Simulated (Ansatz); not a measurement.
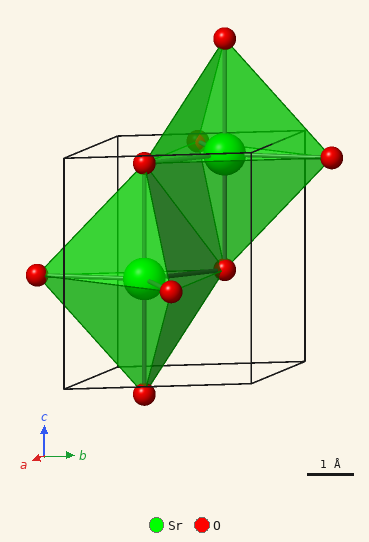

Fig. 1: The structure as given in the input (polyhedral view of the cell of the calculation, seen slightly off an axis; polyhedra are completed across the faces of the cell).

**Run report: SrO, band-structure calculation (part 1 of 2)**

The run: band-structure calculation of SrO (P6₃/mmc, 4 atoms in the cell). Method and program: DFT, PBE0, plane waves, PAW, no spin polarisation (Ansatz 0.2.0).

The structure derives from a Materials Project entry. The geometry comes from this level: r2SCAN.

The input:
```yaml
crystal:
  lattice:
    - [4.2700192634, 0.0, 0.0]
    - [-2.1350096317, 3.6979451568, 0.0]
    - [0.0, 0.0, 5.144471818]
  atoms:
    - { symbol: Sr, position: [0.3333333333, 0.6666666667, 0.9375] }
    - { symbol: Sr, position: [0.6666666667, 0.3333333333, 0.4375] }
    - { symbol: O, position: [0.3333333333, 0.6666666667, 0.4375] }
    - { symbol: O, position: [0.6666666667, 0.3333333333, 0.9375] }
kpoints:
  mp_grid: { grid: [6, 6, 4] }
  band_path:
    path:
      - [0.0, 0.0, 0.0]
      - [0.5, 0.0, 0.0]
      - [0.3333333333, 0.3333333333, 0.0]
      - [0.0, 0.0, 0.5]
      - [0.5, 0.0, 0.5]
      - [0.3333333333, 0.3333333333, 0.5]
    npoints: 1
hamiltonian:
  xc: pbe0
scf:
  occupations: { method: fixed }
  n_extra_bands: 5
output:
  forces: true
  stress: true
  eigenvalues: true
  write_density: true
  write_potential: true
  elf: true
  volumetric_format: npy
```

Run as:
```bash
ansatz run input.yaml --threads 2 --pin off --max-ram 2211MiB --backend cpu --events-out ev --progress --plain --runs-dir out
```

Log:
```
Warning: output.stress: scf.convergence.dr2_threshold = 1e-7 eV (the SCF's general default) is looser than the 4e-10 eV advised for a printed stress (1e-10 eV for each atom of the cell: 4). What an SCF threshold leaves in a stress goes as its square root, and in the free energy as the threshold itself, and one threshold admits the most on a small cell: of the crystals measured, under no hybrid functional and no lock of the moments, on runs that ended without the residual-converged pass, on stresses that held no estimate of that error, the worst erred by over 100 MPa in a component at 1e-7 eV an atom and by under 5 at 1e-10. Set scf.convergence.dr2_threshold to 4e-10 eV or tighter. The threshold is an SCF's pass mark: one that does not reach it within its budget of iterations ends unconverged, or closes short of it on a stop that the run arms, and scf.convergence.dr2_threshold's page says what that costs each kind of run
Warning: output.stress: scf.exx.energy_threshold = 1e-6 eV is looser than the 4e-8 eV advised for a stress under a hybrid functional (1e-8 eV for each atom of the cell: 4). Every SCF of the exchange loop can meet its threshold on dr2 while the loop round them stops early: no threshold on dr2 bounds what that leaves in the stress. Set scf.exx.energy_threshold to 4e-8 eV or tighter. The threshold is the loop's pass mark: a loop that does not reach it within its budget of cycles ends unconverged, and scf.exx.energy_threshold's page has the law
scf.n_extra_bands = 5 over 16 filled bands (N_el = 32.0): the run solves 21 bands
Engine: ansatz 0.2.0, aarch64-unknown-linux-gnu
Pseudopotentials: kind: paw
Pseudopotential: Sr, paw, valence charge 10, recommended cutoff 420 eV (normal), Sr.paw.azcp
Pseudopotential: O, paw, valence charge 6, recommended cutoff 420 eV (normal), O.paw.azcp
Functional definition: PBE0
  parameter a = 0.25
  parameter kappa = 0.804
  parameter beta = 0.06672455060314922
  exchange = (1 - a)*pbe_x(kappa = kappa, mu = beta*pi^2/3) + a*exact_x
  correlation = pbe_c(beta = beta)
davidson cushion auto → on  (no smearing: the cushion is to keep the highest requested band from converging to the state above it; pin scf.eigensolver.cushion to override)
Crystal: 4 atoms, lattice volume = 81.233 Å³
Basis set: ecut = 420 eV, 1583 PW (Γ), exchange–correlation on 60×60×72 points (8 copies of the dense FFT grid, shifted against one another)
Bands: 21, of which v1, the nominal top of the filled ones, is band 16 counted from 1 (15 counted from 0)
Symmetry: 24 space group operations
Space group: P63/mmc (ITA 194), of the structure as read, at distance tolerance 4.3e-5 Å
k-points: 21 of 144
Non-local potential: Sr, projectors of the file, l = 0: 3, l = 1: 2, l = 2: 2
Non-local potential: O, projectors of the file, l = 0: 2, l = 1: 2, l = 2: 1
PAW form: soft (Blöchl's): semilocal exchange-correlation on the pseudo side does not see the compensation charge
PAW frozen core: Sr, regenerated for the run's functional, and the local potential with it (the file was generated under x = pbe(κ = 0.804, μ = 0.2195149727645171), c = pbe(β = 0.06672455060314922))
PAW frozen core: O, regenerated for the run's functional, and the local potential with it (the file was generated under x = pbe(κ = 0.804, μ = 0.2195149727645171), c = pbe(β = 0.06672455060314922))
PAW one-centre angular grid: Sr, 110 points (default); XC on 64 Gauss nodes
PAW one-centre angular grid: O, 110 points (default); XC on 64 Gauss nodes
Initial density: superposition of atomic densities (neutral atoms: chi_scale 0, normalization atom), corrected by the library's trained network
Initial wavefunctions: pseudopotential atomic-orbital guess
Functional: x = pbe(κ = 0.804, μ = 0.2195149727645171), c = pbe(β = 0.06672455060314922), warm-up for x = 0.75 pbe(κ = 0.804, μ = 0.2195149727645171) + 0.25 exact, c = pbe(β = 0.06672455060314922)
SCF iter   1: F=—  HF=-8229.047736 eV  |F-HF|=—  |Δ(HF+E_count)|=         —  Δρ=1.06e-3  dr2=7.52e-4  ethr=1.77e-3  ⟨swp⟩=2.4  Hψ=3391  notcnv=0
preconditioner: auto → none  [insulator: Δε(μ)=2.665 eV  Ē_g=14.864 eV  n_scr=20 (ndim 8)  ℏωp=21.8 eV  f_vac=0.112]
SCF iter   2: F=-8229.048442 eV  HF=-8229.048553 eV  |F-HF|=1.10e-4  |Δ(HF+E_count)|=   8.16e-4  Δρ=9.61e-4  dr2=4.82e-4  ethr=2.35e-6  ⟨swp⟩=5.6  Hψ=1528  notcnv=0  defer=6
SCF 1 stopped early in 2 iterations: F = -8229.048442 eV  dr2 = 4.82e-4
  greatest PAW one-centre occupation: 0.987 electrons in one spin orbital (limit 2), on the Sr atom at site 1 (counted from 0), in its partial waves of l = 0
Initial density: handed on by an earlier stage of this run
Initial wavefunctions: those handed on with the density
Functional: x = 0.75 pbe(κ = 0.804, μ = 0.2195149727645171) + 0.25 exact, c = pbe(β = 0.06672455060314922)
Frozen-core exchange: fock
SCF iter   1: F=—  HF=-8233.505630 eV  |F-HF|=—  |Δ(HF+E_count)|=         —  Δρ=6.65e-3  dr2=6.28e-2  ethr=1.51e-5  ⟨swp⟩=6.3  Hψ=2046  notcnv=0
preconditioner: auto → none  [insulator: Δε(μ)=4.814 eV  Ē_g=17.752 eV  n_scr=20 (ndim 8)  ℏωp=21.8 eV  f_vac=0.113]
SCF iter   2: F=—  HF=-8233.492381 eV  |F-HF|=—  |Δ(HF+E_count)|=   1.32e-2  Δρ=6.81e-3  dr2=2.52e-2  ethr=1.51e-5  ⟨swp⟩=4.6  Hψ=1668  notcnv=0
SCF iter   3: F=—  HF=-8233.487067 eV  |F-HF|=—  |Δ(HF+E_count)|=   5.31e-3  Δρ=1.71e-3  dr2=4.52e-3  ethr=1.51e-5  ⟨swp⟩=4.0  Hψ=1388  notcnv=0
SCF iter   4: F=—  HF=-8233.502478 eV  |F-HF|=—  |Δ(HF+E_count)|=   1.54e-2  Δρ=1.46e-3  dr2=2.98e-3  ethr=6.13e-6  ⟨swp⟩=3.9  Hψ=1360  notcnv=0
iter 5 solved again at ethr=2.09e-7 eV; its pass at ethr=6.13e-6 eV (dr2=6.68e-5 eV) is discarded
SCF iter   5: F=—  HF=-8233.501701 eV  |F-HF|=—  |Δ(HF+E_count)|=   7.77e-4  Δρ=2.24e-4  dr2=1.02e-4  ethr=2.09e-7  ⟨swp⟩=3.5  Hψ=2266  notcnv=0  defer=1
SCF iter   6: F=—  HF=-8233.501954 eV  |F-HF|=—  |Δ(HF+E_count)|=   2.53e-4  Δρ=1.34e-4  dr2=2.42e-5  ethr=2.06e-7  ⟨swp⟩=4.1  Hψ=1419  notcnv=0  defer=1
SCF iter   7: F=-8233.501944 eV  HF=-8233.501950 eV  |F-HF|=6.01e-6  |Δ(HF+E_count)|=   4.16e-6  Δρ=1.32e-5  dr2=2.54e-6  ethr=6.82e-8  ⟨swp⟩=3.1  Hψ=1165  notcnv=0
SCF 2 stopped early in 7 iterations: F = -8233.501944 eV  dr2 = 2.54e-6
hybrid outer 1: dexx = +1.826e-2 eV, tail = 1.82e-5 eV
Frozen-core exchange: fock
SCF iter   1: F=—  HF=-8233.502006 eV  |F-HF|=—  |Δ(HF+E_count)|=         —  Δρ=7.15e-5  dr2=2.54e-6  ethr=2.84e-7  ⟨swp⟩=3.4  Hψ=1155  notcnv=0
preconditioner: auto → none  [insulator: Δε(μ)=4.703 eV  Ē_g=17.717 eV  n_scr=20 (ndim 8)  ℏωp=21.8 eV  f_vac=0.126]
SCF iter   2: F=—  HF=-8233.502005 eV  |F-HF|=—  |Δ(HF+E_count)|=   6.28e-7  Δρ=1.49e-5  dr2=7.43e-8  ethr=7.66e-9  ⟨swp⟩=3.9  Hψ=1289  notcnv=0
SCF iter   3: F=—  HF=-8233.502006 eV  |F-HF|=—  |Δ(HF+E_count)|=   2.95e-7  Δρ=6.30e-6  dr2=2.54e-8  ethr=1.54e-10  ⟨swp⟩=5.7  Hψ=1706  notcnv=0  defer=4
SCF iter   4: F=-8233.502006 eV  HF=-8233.502006 eV  |F-HF|=8.73e-11  |Δ(HF+E_count)|=   1.85e-9  Δρ=6.31e-7  dr2=9.82e-10  ethr=7.67e-11  ⟨swp⟩=3.3  Hψ=1225  notcnv=0
SCF 3 converged in 4 iterations: F = -8233.502006 eV  dr2 = 9.82e-10
  Residual-converged pass: ⟨swp⟩=3.0  Hψ=1213  notcnv=0  max |occ|·‖R‖ = 2.2e-6 eV (tolerance 2.4e-6 eV)  dr2=9.77e-10  dr2_onsite=9.61e-12  max |Δocc| = 0.0e0
```

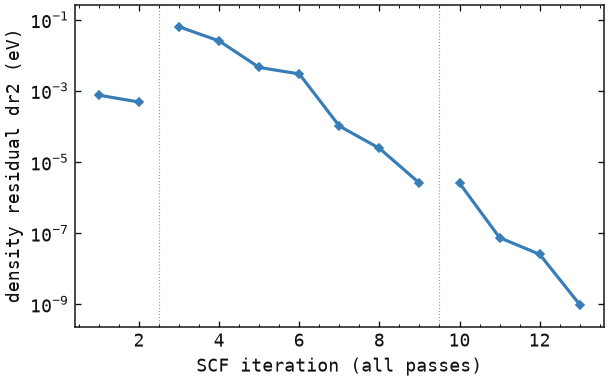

Fig. 2: Convergence of the self-consistent field: density residual dr2 against the SCF iteration. The run starts with a semilocal functional; after that each stretch between dotted lines is one SCF of the hybrid functional between two exact rebuilds of the exchange operator by the outer loop. Early passes are stopped at a loose threshold. The passes take 2, 7 and 4 iterations.

```
hybrid outer 2: dexx = +4.189e-7 eV, tail = 9.27e-9 eV, Δε = 1.14e-3 eV (about 2.73e-5 eV left of the loop's levels)
the search or the solves at the SCF's close seem to have found levels that the self-consistency loop had missed (the run counts 1). By its estimate they hold under 1e-12 electrons; where the run keeps them, the occupations were computed again with them
NSCF: frozen V_eff on 6 k-points
hybrid SCF converged: 2 outer / 11 inner (+2 warm-up), last move |dexx| = 4.19e-7 eV, tail = 9.27e-9 eV
Stability not checked: this state was not tested for a lower state beside it, because the functional holds exact exchange (a hybrid, or Hartree-Fock), whose exchange loop this test does not read (fock_operator; see scf.lower_state_search)
Free energy (F): -8233.502006 eV
Frozen-core exchange: fock
Harris-Foulkes:  -8233.502006 eV  (|F-HF|=8.73e-11)
Internal energy: -8233.502006 eV  (E = F + TS)
E sigma→0 (E₀):  -8233.502006 eV
Fermi energy:    4.601012 eV
--- Per-component energies (eV) ---
  E_band       = -245.052516
  E_kinetic    = 847.160174
  E_local      = -2095.397315  (includes V_loc(G=0)·N_el)
  E_nonlocal   = 497.023014
  E_hartree    = 623.410584
  E_xc         = -383.990600
  E_vxc        = -399.774355  (∫ρ·V_xc dr)
  E_exx        = -99.090362  (= α·E_x^exact, valence–valence)
  E_paw        = -5724.592455  (= ΣΔE_a)
  E_vpaw       = -142.708647  (= ΣTr[D̂ρ^β])
  E_aug_tail   = 0.004780  (compensation charges beyond the density's cutoff)
  E_ewald      = -1897.264512
  E_core_change = -0.765314  (= ΣΔE_core)
  E_smearing   = -0.000000  (= −TS)
  E_closure    = -0.000001  (closes the sum)
  Σ components = -8233.502006   (vs F -8233.502006, Δ=-1.82e-12)
--- Forces (eV/Å), atoms counted from 1 ---
  atom   1  Sr     0.00000000     0.00000000    -0.00000000
  atom   2  Sr    -0.00000000    -0.00000000     0.00000000
  atom   3  O      0.00000000     0.00000000    -0.00000000
  atom   4  O      0.00000000     0.00000000     0.00000000
  max |Σ_I F_I| component: 5.55e-17 eV/Å
--- Stress (GPa, compression-positive) ---
       -0.343825       0.000000      -0.000000
        0.000000      -0.343825       0.000000
       -0.000000       0.000000      -0.374368
  P = ⅓ Tr σ = -0.3540 GPa (-3.540 kbar)
--- Band table (eV; the first three rows and the last of 21) ---
  k-point 0: bands = ["-29.6426", "-29.4591", "-11.8991", "-11.8944", "-10.9707", "-10.5300", "-10.5300", "-10.2036", "-10.2036", "-10.0042", "3.5228", "3.5228", "3.6791", "3.6791", "4.2502", "4.6010", "9.3057", "13.1820", "13.1820", "14.1092", "15.1898"]
  k-point 1: bands = ["-29.6153", "-29.4855", "-12.2907", "-12.1890", "-10.4815", "-10.4815", "-10.3154", "-10.2505", "-10.2505", "-9.7124", "3.4826", "3.4826", "3.5985", "3.5985", "3.7618", "3.8632", "9.8799", "12.7048", "13.8238", "13.8238", "15.7464"]
  k-point 2: bands = ["-29.5500", "-29.5500", "-12.4674", "-12.4674", "-10.3653", "-10.3653", "-10.3653", "-10.3653", "-9.6504", "-9.6504", "3.2712", "3.2712", "3.4818", "3.4818", "3.4818", "3.4818", "11.0751", "11.0751", "15.0592", "15.0592", "15.0592"]
  k-point 20: bands = ["-29.5256", "-29.5256", "-13.1822", "-13.1822", "-10.5587", "-10.5587", "-10.0528", "-10.0528", "-9.0145", "-9.0145", "2.9062", "2.9062", "3.7117", "3.7117", "4.2109", "4.2109", "11.1682", "11.1682", "14.6859", "14.6859", "15.0971"]
```
